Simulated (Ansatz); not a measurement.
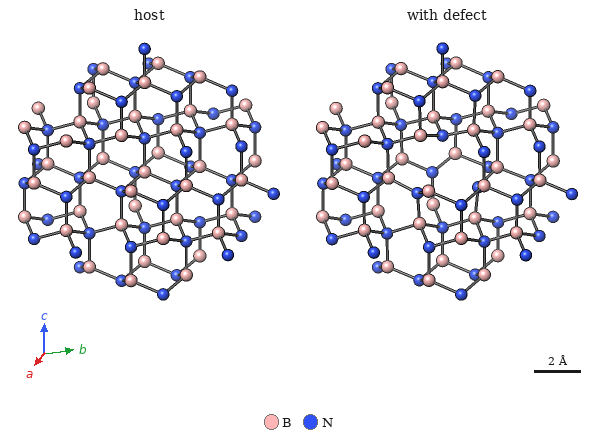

Left: perfect BN. Right: the same region with one point defect, after relaxing the atoms in a supercell of 96 sites. Style: ball-and-stick. Shown: the atoms within 6.0 Å of one point, in a slice 5.0 Å thick across the line of sight, from a free direction.

Level of theory: DFT, PBEsol, PAW, plane waves in Ansatz. Set-up: plane-wave cutoff 420 eV; k-point mesh 1 × 1 × 1; mesh shifted by (0.25, 0.25, 0.25); no spin polarisation. Fermi-Dirac smearing of 0.01 eV. A uniform background neutralises the charged cell. The axes drawn are those of the host's conventional cell.

Question: Which defect is it?

Answer: A boron atom is taken out (a vacancy).

The charge state of the cell is −3.

Question: What does the relaxation do around it?

Answer: Around the empty B site the host had 4 N at 1.55 to 1.58 Å; after relaxation the nearest atoms are 4 N at 1.70 to 1.72 Å. Of the host's atoms, a nitrogen atom moves furthest from its site, by 0.16 Å.

Limits of the set-up: the periodic images lie only 7.6 Å apart, so the values are limited by the cell's size; the cell is charged, on a uniform background, and energies carry no finite-size correction.
